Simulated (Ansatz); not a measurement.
Hf₃O₇: geometry relaxation (part 4 of 5)

Continued. System: Hf₃O₇ (slab, 10 atoms in the cell). Method: DFT PBEsol, scalar-relativistic, plane waves, PAW (Ansatz 0.2.0); cutoff 420 eV, 8×8×1 k-mesh, Gaussian smearing of 0.05 eV, collinear spins. The structure derives from an entry of the Crystallography Open Database. The run did not end well. The input holds or restrains some coordinates. Forces given for the steps count only the free coordinates. It belongs to a series of runs on one base structure; here: O put at a bridge Hf-O site.

Geometry of the input (Å; fractional positions):
```
3.5666  0.0000  0.0000
0.0000  3.5666  0.0000
0.0000  0.0000  25.3049
O  0.5000  0.0000  0.3359
O  0.0000  0.5000  0.3359
Hf 0.5000  0.5000  0.3857
O  0.0000  0.5000  0.4356
O  0.5000  0.0000  0.4356
Hf 0.0000  0.0000  0.4783
O  0.5000  0.0000  0.5368
O  0.0000  0.5000  0.5368
Hf 0.5000  0.5000  0.5758
O  0.7500  0.5000  0.6643
```

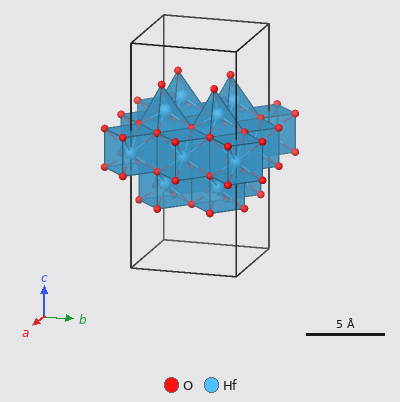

**Figure 1.** The geometry at step 2 of the log (polyhedral view of the 2 × 2 repeat of the cell, with the vacuum cut short, seen slightly off an axis; polyhedra are completed across the faces of the cell).

### The program's output, continued
```
SCF iter   1: F=—  HF=-50726.872777 eV  |F-HF|=—  |Δ(HF+E_count)|=         —  Δρ=2.08e-2 (↑2.08e-2 ↓1.88e-2)  dr2=5.24e0  dr2_m=9.14e-1  M=-0.001 μB ∫|m|=0.193 μB  β_m=0.30  ethr=3.10e-3  p=0.026 e·Å  D=1.47e-2 V/Å  ΔV_dip=-0.37 eV  dr2_dipole=1.54e0  V_vac-E_F(+/−)=9.35/9.73 eV  ⟨swp⟩=4.4  Hψ=11412  notcnv=0  defer=198
efield: sawtooth ramp at fractional position 0.9801 (handed on by an earlier solve), width 0.0400; the density the first Hamiltonian is built on has a dipole p = 0.026 e·Å; the dipole correction subtracts the counter field D = 1.47e-2 V/Å, which shifts the + side's vacuum level by -0.37 eV against the − side's; the planar-averaged density in the ramp window peaks in size at 3.3e-6 e/Å³
preconditioner: auto → Resta (q_TF=auto, 2.315 Å⁻¹)  ε∞=2.6  [insulator: Δε(μ)=0.056 eV  Ē_g=17.221 eV  σ=0.050 eV  W_gap=0.57  n_scr=70 (ndim 8)  ℏωp=22.1 eV  f_vac=0.615  D(μ)=2.96/eV (n_scr^D=10)  ε∞_Penn≈2.6  vacuum switching on, ρ_ref=2.2e-2 e/Å³]
spin=Collinear: Resta preconditioning applied to the charge; magnetization (m = ρ↑ − ρ↓) channel mixes plain (no charge-response kernel on spin).
SCF iter   2: F=—  HF=-50729.452383 eV  |F-HF|=—  |Δ(HF+E_count)|=    2.58e0  Δρ=4.86e-2 (↑4.86e-2 ↓3.23e-2)  dr2=1.05e2  dr2_m=1.68e0  M=-1.829 μB ∫|m|=1.851 μB  β_m=0.08  ethr=3.10e-3  p=-0.244 e·Å  D=-1.37e-1 V/Å  ΔV_dip=3.47 eV  dr2_dipole=4.53e1  V_vac-E_F(+/−)=12.03/8.56 eV  ⟨swp⟩=3.0  Hψ=5085  notcnv=0  defer=425  recentre
preconditioner: auto → LDOS  [metal: Δε(μ)=0.041 eV  Ē_g=17.378 eV  σ=0.050 eV  W_gap=0.41  n_scr=70 (ndim 8)  ℏωp=22.1 eV  f_vac=0.616  D(μ)=2.47/eV (n_scr^D=8)]
spin=Collinear: LDOS preconditioning applied to the charge; magnetization (m = ρ↑ − ρ↓) channel mixes plain (no charge-response kernel on spin).
density mixer auto → msr1: a metal under ldos (density of states about μ 0.72 of a free-electron gas's, 70 screened modes)
SCF iter   3: F=—  HF=-50726.865194 eV  |F-HF|=—  |Δ(HF+E_count)|=    2.59e0  Δρ=1.77e-2 (↑1.77e-2 ↓1.65e-2)  dr2=2.82e0  dr2_m=7.11e-1  M=-0.086 μB ∫|m|=0.216 μB  β_m=0.05  ethr=3.10e-3  p=0.009 e·Å  D=4.81e-3 V/Å  ΔV_dip=-0.12 eV  dr2_dipole=7.41e-1  V_vac-E_F(+/−)=9.57/9.70 eV  ⟨swp⟩=2.6  Hψ=4783  notcnv=0  defer=292
SCF iter   4: F=—  HF=-50726.914180 eV  |F-HF|=—  |Δ(HF+E_count)|=   4.90e-2  Δρ=1.48e-2 (↑1.37e-2 ↓1.48e-2)  dr2=3.72e-1  dr2_m=5.32e-1  M=-0.348 μB ∫|m|=0.437 μB  β_m=0.12  ethr=2.35e-3  p=-0.024 e·Å  D=-1.37e-2 V/Å  ΔV_dip=0.35 eV  dr2_dipole=3.28e-2  V_vac-E_F(+/−)=9.87/9.53 eV  ⟨swp⟩=1.4  Hψ=4344  notcnv=0  defer=341
SCF iter   5: F=—  HF=-50727.068161 eV  |F-HF|=—  |Δ(HF+E_count)|=   1.54e-1  Δρ=1.18e-2 (↑1.18e-2 ↓1.17e-2)  dr2=5.02e-1  dr2_m=3.55e-1  M=-0.421 μB ∫|m|=0.503 μB  β_m=0.18  ethr=3.10e-4  p=-0.021 e·Å  D=-1.19e-2 V/Å  ΔV_dip=0.30 eV  dr2_dipole=1.79e-1  V_vac-E_F(+/−)=9.81/9.51 eV  ⟨swp⟩=2.0  Hψ=6084  notcnv=0  defer=410
SCF iter   6: F=—  HF=-50727.277454 eV  |F-HF|=—  |Δ(HF+E_count)|=   2.09e-1  Δρ=9.81e-3 (↑9.81e-3 ↓5.77e-3)  dr2=1.68e0  dr2_m=1.17e-1  M=-0.534 μB ∫|m|=0.598 μB  β_m=0.29  ethr=3.10e-4  p=-0.017 e·Å  D=-9.51e-3 V/Å  ΔV_dip=0.24 eV  dr2_dipole=7.22e-1  V_vac-E_F(+/−)=9.63/9.39 eV  ⟨swp⟩=2.8  Hψ=6806  notcnv=0  defer=393  recentre
SCF iter   7: F=—  HF=-50727.215958 eV  |F-HF|=—  |Δ(HF+E_count)|=         —  Δρ=6.78e-3 (↑6.45e-3 ↓6.78e-3)  dr2=7.34e-2  dr2_m=1.17e-1  M=-0.309 μB ∫|m|=0.384 μB  β_m=0.60  ethr=3.10e-4  p=0.005 e·Å  D=2.70e-3 V/Å  ΔV_dip=-0.07 eV  dr2_dipole=1.74e-3  V_vac-E_F(+/−)=9.49/9.55 eV  ⟨swp⟩=2.1  Hψ=6160  notcnv=0  defer=388
Mixer restart at iter 7: flushing history
SCF iter   8: F=—  HF=-50727.292502 eV  |F-HF|=—  |Δ(HF+E_count)|=   7.65e-2  Δρ=3.90e-3 (↑3.90e-3 ↓3.35e-3)  dr2=8.97e-2  dr2_m=3.23e-2  M=-0.285 μB ∫|m|=0.350 μB  β_m=0.80  ethr=6.12e-5  p=0.009 e·Å  D=5.10e-3 V/Å  ΔV_dip=-0.13 eV  dr2_dipole=2.17e-2  V_vac-E_F(+/−)=9.43/9.56 eV  ⟨swp⟩=2.6  Hψ=7248  notcnv=0  defer=385
SCF iter   9: F=—  HF=-50727.308196 eV  |F-HF|=—  |Δ(HF+E_count)|=   1.57e-2  Δρ=1.86e-3 (↑1.86e-3 ↓1.41e-3)  dr2=6.30e-2  dr2_m=4.54e-3  M=-0.288 μB ∫|m|=0.345 μB  β_m=0.90  ethr=6.12e-5  p=0.009 e·Å  D=5.10e-3 V/Å  ΔV_dip=-0.13 eV  dr2_dipole=2.00e-2  V_vac-E_F(+/−)=9.43/9.56 eV  ⟨swp⟩=2.0  Hψ=5859  notcnv=0  defer=385
SCF iter  10: F=—  HF=-50727.313156 eV  |F-HF|=—  |Δ(HF+E_count)|=   4.96e-3  Δρ=1.32e-3 (↑1.32e-3 ↓9.97e-4)  dr2=1.32e-2  dr2_m=1.32e-3  M=-0.340 μB ∫|m|=0.394 μB  β_m=0.75  ethr=5.25e-5  p=0.006 e·Å  D=3.27e-3 V/Å  ΔV_dip=-0.08 eV  dr2_dipole=1.81e-3  V_vac-E_F(+/−)=9.45/9.54 eV  ⟨swp⟩=2.0  Hψ=5254  notcnv=0  defer=385
SCF iter  11: F=—  HF=-50727.310752 eV  |F-HF|=—  |Δ(HF+E_count)|=   2.40e-3  Δρ=5.12e-4 (↑5.12e-4 ↓3.23e-4)  dr2=1.49e-3  dr2_m=2.87e-4  M=-0.333 μB ∫|m|=0.388 μB  β_m=0.83  ethr=1.10e-5  p=0.007 e·Å  D=3.72e-3 V/Å  ΔV_dip=-0.09 eV  dr2_dipole=7.64e-5  V_vac-E_F(+/−)=9.45/9.55 eV  ⟨swp⟩=2.0  Hψ=6851  notcnv=0  defer=393
SCF iter  12: F=—  HF=-50727.310875 eV  |F-HF|=—  |Δ(HF+E_count)|=   1.22e-4  Δρ=3.38e-4 (↑3.38e-4 ↓2.55e-4)  dr2=8.04e-4  dr2_m=7.27e-5  M=-0.337 μB ∫|m|=0.393 μB  β_m=0.78  ethr=1.24e-6  p=0.007 e·Å  D=4.09e-3 V/Å  ΔV_dip=-0.10 eV  dr2_dipole=1.98e-5  V_vac-E_F(+/−)=9.44/9.55 eV  ⟨swp⟩=2.7  Hψ=6605  notcnv=0  defer=393
SCF iter  13: F=—  HF=-50727.310831 eV  |F-HF|=—  |Δ(HF+E_count)|=   4.33e-5  Δρ=2.08e-4 (↑2.08e-4 ↓1.82e-4)  dr2=2.44e-4  dr2_m=5.19e-5  M=-0.343 μB ∫|m|=0.399 μB  β_m=0.73  ethr=6.70e-7  p=0.008 e·Å  D=4.47e-3 V/Å  ΔV_dip=-0.11 eV  dr2_dipole=8.05e-6  V_vac-E_F(+/−)=9.43/9.55 eV  ⟨swp⟩=2.3  Hψ=6116  notcnv=0  defer=393
SCF iter  14: F=—  HF=-50727.310856 eV  |F-HF|=—  |Δ(HF+E_count)|=   2.44e-5  Δρ=1.76e-4 (↑1.76e-4 ↓1.61e-4)  dr2=7.28e-5  dr2_m=7.11e-5  M=-0.351 μB ∫|m|=0.408 μB  β_m=0.86  ethr=2.03e-7  p=0.008 e·Å  D=4.73e-3 V/Å  ΔV_dip=-0.12 eV  dr2_dipole=1.32e-6  V_vac-E_F(+/−)=9.43/9.55 eV  ⟨swp⟩=2.8  Hψ=6318  notcnv=0  defer=393
SCF iter  15: F=—  HF=-50727.310972 eV  |F-HF|=—  |Δ(HF+E_count)|=   1.16e-4  Δρ=2.42e-4 (↑2.16e-4 ↓2.42e-4)  dr2=1.06e-4  dr2_m=1.45e-4  M=-0.369 μB ∫|m|=0.426 μB  β_m=0.93  ethr=6.07e-8  p=0.009 e·Å  D=4.93e-3 V/Å  ΔV_dip=-0.12 eV  dr2_dipole=2.70e-5  V_vac-E_F(+/−)=9.42/9.55 eV  ⟨swp⟩=2.8  Hψ=7009  notcnv=0  defer=393
SCF iter  16: F=—  HF=-50727.311084 eV  |F-HF|=—  |Δ(HF+E_count)|=   1.12e-4  Δρ=2.92e-4 (↑2.30e-4 ↓2.92e-4)  dr2=1.50e-4  dr2_m=1.99e-4  M=-0.383 μB ∫|m|=0.441 μB  β_m=0.97  ethr=6.07e-8  p=0.009 e·Å  D=5.01e-3 V/Å  ΔV_dip=-0.13 eV  dr2_dipole=6.30e-5  V_vac-E_F(+/−)=9.42/9.55 eV  ⟨swp⟩=2.2  Hψ=6742  notcnv=0  defer=393
SCF iter  17: F=—  HF=-50727.310995 eV  |F-HF|=—  |Δ(HF+E_count)|=   8.94e-5  Δρ=2.52e-4 (↑2.19e-4 ↓2.52e-4)  dr2=5.26e-5  dr2_m=1.62e-4  M=-0.373 μB ∫|m|=0.431 μB  β_m=0.98  ethr=6.07e-8  p=0.009 e·Å  D=4.95e-3 V/Å  ΔV_dip=-0.13 eV  dr2_dipole=2.32e-5  V_vac-E_F(+/−)=9.42/9.55 eV  ⟨swp⟩=2.0  Hψ=5900  notcnv=0  defer=393
SCF iter  18: F=—  HF=-50727.310893 eV  |F-HF|=—  |Δ(HF+E_count)|=   1.02e-4  Δρ=1.82e-4 (↑1.78e-4 ↓1.82e-4)  dr2=6.03e-6  dr2_m=9.44e-5  M=-0.358 μB ∫|m|=0.415 μB  β_m=0.42  ethr=4.38e-8  p=0.009 e·Å  D=4.96e-3 V/Å  ΔV_dip=-0.13 eV  dr2_dipole=8.30e-7  V_vac-E_F(+/−)=9.42/9.55 eV  ⟨swp⟩=2.3  Hψ=5903  notcnv=0  defer=393
SCF iter  19: F=—  HF=-50727.310832 eV  |F-HF|=—  |Δ(HF+E_count)|=   6.09e-5  Δρ=1.23e-4 (↑1.18e-4 ↓1.23e-4)  dr2=5.61e-6  dr2_m=4.23e-5  M=-0.345 μB ∫|m|=0.402 μB  β_m=1.00  ethr=5.03e-9  p=0.009 e·Å  D=4.96e-3 V/Å  ΔV_dip=-0.13 eV  dr2_dipole=1.40e-6  V_vac-E_F(+/−)=9.42/9.55 eV  ⟨swp⟩=3.0  Hψ=7811  notcnv=0  defer=393
SCF iter  20: F=—  HF=-50727.310790 eV  |F-HF|=—  |Δ(HF+E_count)|=   4.18e-5  Δρ=3.31e-5 (↑3.31e-5 ↓1.04e-5)  dr2=1.49e-5  dr2_m=1.00e-6  M=-0.320 μB ∫|m|=0.384 μB  β_m=0.97  ethr=4.67e-9  p=0.009 e·Å  D=4.93e-3 V/Å  ΔV_dip=-0.12 eV  dr2_dipole=5.70e-6  V_vac-E_F(+/−)=9.42/9.55 eV  ⟨swp⟩=3.6  Hψ=8970  notcnv=0  defer=390
SCF iter  21: F=—  HF=-50727.310791 eV  |F-HF|=—  |Δ(HF+E_count)|=   6.64e-7  Δρ=2.42e-5 (↑2.42e-5 ↓8.87e-6)  dr2=5.39e-6  dr2_m=6.76e-7  M=-0.319 μB ∫|m|=0.384 μB  β_m=0.90  ethr=4.67e-9  p=0.009 e·Å  D=4.92e-3 V/Å  ΔV_dip=-0.12 eV  dr2_dipole=2.19e-6  V_vac-E_F(+/−)=9.42/9.55 eV  ⟨swp⟩=2.0  Hψ=6103  notcnv=0  defer=390
SCF iter  22: F=—  HF=-50727.310791 eV  |F-HF|=—  |Δ(HF+E_count)|=   4.35e-7  Δρ=2.02e-5 (↑2.02e-5 ↓9.53e-6)  dr2=3.64e-6  dr2_m=5.81e-7  M=-0.319 μB ∫|m|=0.384 μB  β_m=0.95  ethr=4.49e-9  p=0.009 e·Å  D=4.92e-3 V/Å  ΔV_dip=-0.12 eV  dr2_dipole=1.52e-6  V_vac-E_F(+/−)=9.42/9.55 eV  ⟨swp⟩=2.0  Hψ=4928  notcnv=0  defer=390
SCF iter  23: F=—  HF=-50727.310791 eV  |F-HF|=—  |Δ(HF+E_count)|=   1.18e-8  Δρ=1.10e-5 (↑1.10e-5 ↓9.91e-6)  dr2=1.93e-7  dr2_m=2.99e-7  M=-0.319 μB ∫|m|=0.383 μB  β_m=0.97  ethr=3.03e-9  p=0.009 e·Å  D=4.92e-3 V/Å  ΔV_dip=-0.12 eV  dr2_dipole=5.46e-8  V_vac-E_F(+/−)=9.42/9.55 eV  ⟨swp⟩=1.5  Hψ=4740  notcnv=0  defer=390
SCF iter  24: F=—  HF=-50727.310791 eV  |F-HF|=—  |Δ(HF+E_count)|=   4.99e-8  Δρ=4.12e-6 (↑4.12e-6 ↓3.67e-6)  dr2=1.54e-7  dr2_m=1.39e-8  M=-0.322 μB ∫|m|=0.383 μB  β_m=0.77  ethr=1.61e-10  p=0.009 e·Å  D=4.94e-3 V/Å  ΔV_dip=-0.12 eV  dr2_dipole=3.54e-9  V_vac-E_F(+/−)=9.42/9.55 eV  ⟨swp⟩=3.1  Hψ=7660  notcnv=0  defer=390
iter 25 did not close the SCF: its close was put off for a magnetic moment that had not settled (scf_convergence_deferred on its scf_iter line)
SCF iter  25: F=-50727.310791 eV  HF=-50727.310791 eV  |F-HF|=3.67e-8  |Δ(HF+E_count)|=   1.55e-8  Δρ=2.39e-6 (↑2.39e-6 ↓1.63e-6)  dr2=6.03e-8  dr2_m=3.14e-9  M=-0.321 μB ∫|m|=0.383 μB  β_m=0.65  ethr=8.33e-11  p=0.009 e·Å  D=4.94e-3 V/Å  ΔV_dip=-0.12 eV  dr2_dipole=3.98e-9  V_vac-E_F(+/−)=9.42/9.55 eV  ⟨swp⟩=18.7  Hψ=35408  notcnv=0
iter 26 did not close the SCF: its close was put off for a magnetic moment that had not settled (scf_convergence_deferred on its scf_iter line)
SCF iter  26: F=-50727.310792 eV  HF=-50727.310791 eV  |F-HF|=7.90e-8  |Δ(HF+E_count)|=   6.78e-9  Δρ=2.50e-6 (↑2.50e-6 ↓1.12e-6)  dr2=1.33e-8  dr2_m=6.90e-9  M=-0.321 μB ∫|m|=0.383 μB  β_m=0.82  ethr=5.02e-11  p=0.009 e·Å  D=4.94e-3 V/Å  ΔV_dip=-0.12 eV  dr2_dipole=6.77e-10  V_vac-E_F(+/−)=9.42/9.55 eV  ⟨swp⟩=7.8  Hψ=27513  notcnv=0
iter 27 did not close the SCF: its close was put off for a magnetic moment that had not settled (scf_convergence_deferred on its scf_iter line)
SCF iter  27: F=-50727.310791 eV  HF=-50727.310792 eV  |F-HF|=8.41e-8  |Δ(HF+E_count)|=   8.01e-8  Δρ=2.11e-6 (↑2.11e-6 ↓8.32e-7)  dr2=6.77e-8  dr2_m=3.38e-9  M=-0.321 μB ∫|m|=0.383 μB  β_m=0.91  ethr=1.11e-11  p=0.009 e·Å  D=4.94e-3 V/Å  ΔV_dip=-0.13 eV  dr2_dipole=2.73e-8  V_vac-E_F(+/−)=9.42/9.55 eV  ⟨swp⟩=7.8  Hψ=26745  notcnv=0
iter 28 did not close the SCF: its close was put off for a magnetic moment that had not settled (scf_convergence_deferred on its scf_iter line)
SCF iter  28: F=-50727.310792 eV  HF=-50727.310792 eV  |F-HF|=3.63e-8  |Δ(HF+E_count)|=   1.08e-8  Δρ=1.69e-6 (↑1.54e-6 ↓1.69e-6)  dr2=2.91e-8  dr2_m=6.21e-9  M=-0.321 μB ∫|m|=0.383 μB  β_m=0.96  ethr=1.11e-11  p=0.009 e·Å  D=4.94e-3 V/Å  ΔV_dip=-0.13 eV  dr2_dipole=1.16e-8  V_vac-E_F(+/−)=9.42/9.55 eV  ⟨swp⟩=7.6  Hψ=26370  notcnv=0
iter 29 did not close the SCF: its close was put off for a magnetic moment that had not settled (scf_convergence_deferred on its scf_iter line)
SCF iter  29: F=-50727.310792 eV  HF=-50727.310792 eV  |F-HF|=1.47e-8  |Δ(HF+E_count)|=   3.80e-9  Δρ=1.98e-6 (↑1.60e-6 ↓1.98e-6)  dr2=1.45e-8  dr2_m=8.54e-9  M=-0.321 μB ∫|m|=0.383 μB  β_m=0.98  ethr=1.11e-11  p=0.009 e·Å  D=4.94e-3 V/Å  ΔV_dip=-0.13 eV  dr2_dipole=5.43e-9  V_vac-E_F(+/−)=9.42/9.55 eV  ⟨swp⟩=7.0  Hψ=24957  notcnv=0
iter 30 did not close the SCF: its close was put off for a magnetic moment that had not settled (scf_convergence_deferred on its scf_iter line)
SCF iter  30: F=-50727.310792 eV  HF=-50727.310792 eV  |F-HF|=4.40e-8  |Δ(HF+E_count)|=   3.30e-9  Δρ=1.65e-6 (↑1.27e-6 ↓1.65e-6)  dr2=3.33e-8  dr2_m=5.04e-9  M=-0.321 μB ∫|m|=0.383 μB  β_m=0.99  ethr=1.11e-11  p=0.009 e·Å  D=4.94e-3 V/Å  ΔV_dip=-0.13 eV  dr2_dipole=1.39e-8  V_vac-E_F(+/−)=9.42/9.55 eV  ⟨swp⟩=7.1  Hψ=23754  notcnv=0
iter 31 did not close the SCF: its close was put off for a magnetic moment that had not settled (scf_convergence_deferred on its scf_iter line)
SCF iter  31: F=-50727.310792 eV  HF=-50727.310792 eV  |F-HF|=7.52e-9  |Δ(HF+E_count)|=   5.98e-9  Δρ=2.16e-6 (↑2.16e-6 ↓2.15e-6)  dr2=8.84e-10  dr2_m=1.35e-8  M=-0.321 μB ∫|m|=0.383 μB  β_m=0.99  ethr=1.11e-11  p=0.009 e·Å  D=4.94e-3 V/Å  ΔV_dip=-0.13 eV  dr2_dipole=6.32e-12  V_vac-E_F(+/−)=9.42/9.55 eV  ⟨swp⟩=7.1  Hψ=26024  notcnv=0
iter 32 did not close the SCF: its close was put off for a magnetic moment that had not settled (scf_convergence_deferred on its scf_iter line)
SCF iter  32: F=-50727.310792 eV  HF=-50727.310792 eV  |F-HF|=1.02e-8  |Δ(HF+E_count)|=   1.50e-8  Δρ=3.16e-6 (↑2.94e-6 ↓3.16e-6)  dr2=2.16e-9  dr2_m=2.73e-8  M=-0.321 μB ∫|m|=0.383 μB  β_m=0.99  ethr=1.00e-12  p=0.009 e·Å  D=4.94e-3 V/Å  ΔV_dip=-0.13 eV  dr2_dipole=7.74e-10  V_vac-E_F(+/−)=9.42/9.55 eV  ⟨swp⟩=6.3  Hψ=24637  notcnv=0
iter 33 did not close the SCF: its close was put off for a magnetic moment that had not settled (scf_convergence_deferred on its scf_iter line)
SCF iter  33: F=-50727.310792 eV  HF=-50727.310792 eV  |F-HF|=3.45e-8  |Δ(HF+E_count)|=   2.03e-8  Δρ=1.86e-6 (↑1.48e-6 ↓1.86e-6)  dr2=2.85e-8  dr2_m=6.68e-9  M=-0.321 μB ∫|m|=0.383 μB  β_m=1.00  ethr=1.00e-12  p=0.009 e·Å  D=4.94e-3 V/Å  ΔV_dip=-0.13 eV  dr2_dipole=1.11e-8  V_vac-E_F(+/−)=9.42/9.55 eV  ⟨swp⟩=6.1  Hψ=25278  notcnv=0
iter 34 did not close the SCF: its close was put off for a magnetic moment that had not settled (scf_convergence_deferred on its scf_iter line)
SCF iter  34: F=-50727.310792 eV  HF=-50727.310792 eV  |F-HF|=1.19e-8  |Δ(HF+E_count)|=   4.46e-9  Δρ=6.92e-7 (↑5.67e-7 ↓6.92e-7)  dr2=9.27e-9  dr2_m=5.79e-10  M=-0.321 μB ∫|m|=0.383 μB  β_m=0.73  ethr=1.00e-12  p=0.009 e·Å  D=4.94e-3 V/Å  ΔV_dip=-0.13 eV  dr2_dipole=3.49e-9  V_vac-E_F(+/−)=9.42/9.55 eV  ⟨swp⟩=6.5  Hψ=25135  notcnv=0
```

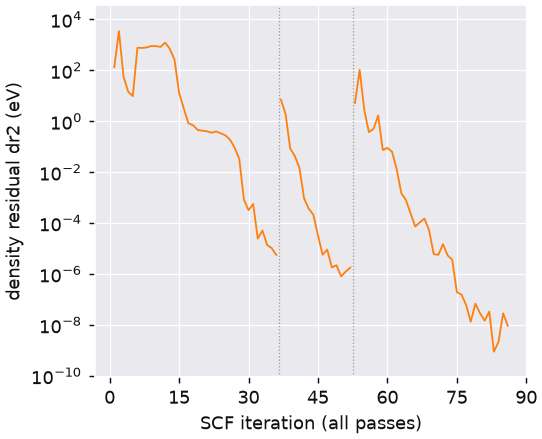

**Figure 2.** Convergence of the self-consistent field: density residual dr2 against the SCF iteration. Dotted lines part the SCF passes that the log prints in full.

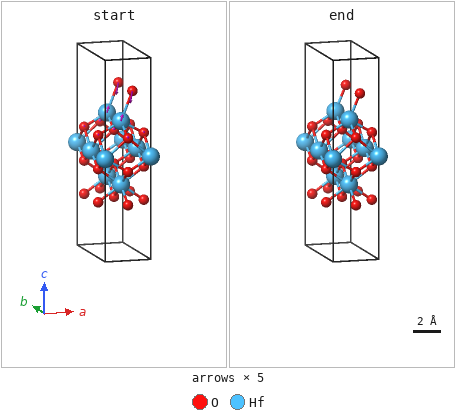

**Figure 3.** Before (left) and after (right) the restrained relaxation, at one scale (ball-and-stick view of the 1 × 2 repeat of the cell, with the vacuum cut short, seen slightly off an axis). The pink arrows give the displacements, magnified 5 times. The run was cut off at its time limit before the relaxation converged, so the last structure is only a point on the way. The largest move is that of O10, 0.19 Å. Largest moves by element: O 0.19 Å, Hf 0.11 Å. The cell stays as it was. Among the contacts that change: Hf9–O10 2.411 → 2.109 Å, O8–Hf9 2.038 → 2.096 Å, O7–Hf9 2.038 → 2.071 Å, Hf6–O7 2.318 → 2.340 Å. Among the angles that change: O8–Hf9–O8 122.1° → 118.3°, Hf9–O8–Hf9 122.1° → 118.3°, O7–Hf9–O7 122.1° → 118.8°. The energy falls by 1.446 eV per cell of the calculation in 1 geometry step. The largest force component goes from 4.9 to 4.3 eV/Å. (Atoms are counted from 1 in the order of the input.)

```
Step cancelled. What follows is not a result of the run: it is the report of the last solve that finished, which converged after 16 SCF iterations.
Magnetization: -0.4662 μB (59.7669 up, 60.2331 down)
Absolute magnetization: 0.6466 μB (∫|ρ↑−ρ↓|, with the PAW one-centre terms)
Spin contamination: 0.0412 ħ² per cell (⟨S²⟩ above its minimum at these occupations)
Per-site moments (μB) at R_I (Å): [(-0.0005867257355919086, 0.9009311607265893), (-0.0014687262373840398, 0.9009311607265893), (3.506260232712987e-5, 0.9009311601239361), (-0.000384356984517136, 0.8617682879007595), (-0.00010039009011673794, 0.861669201040891), (0.000428989903149758, 0.861669201040891), (-0.004018537393862189, 0.8544715326312451), (-0.0012920997855397761, 0.8492365332267701), (0.020358506648722494, 0.8492365332267701), (-0.4820293238482365, 0.8700483739233916)]
Free energy (F): -50726.539744 eV
Harris-Foulkes:  -50726.539745 eV  (|F-HF|=1.45e-6)
Internal energy: -50726.535687 eV  (E = F + TS)
E sigma→0 (E₀):  -50726.537715 eV
Entropy (-TS):   -0.004057 eV (-0.406 meV/atom)
Fermi energy:    -0.833121 eV
```
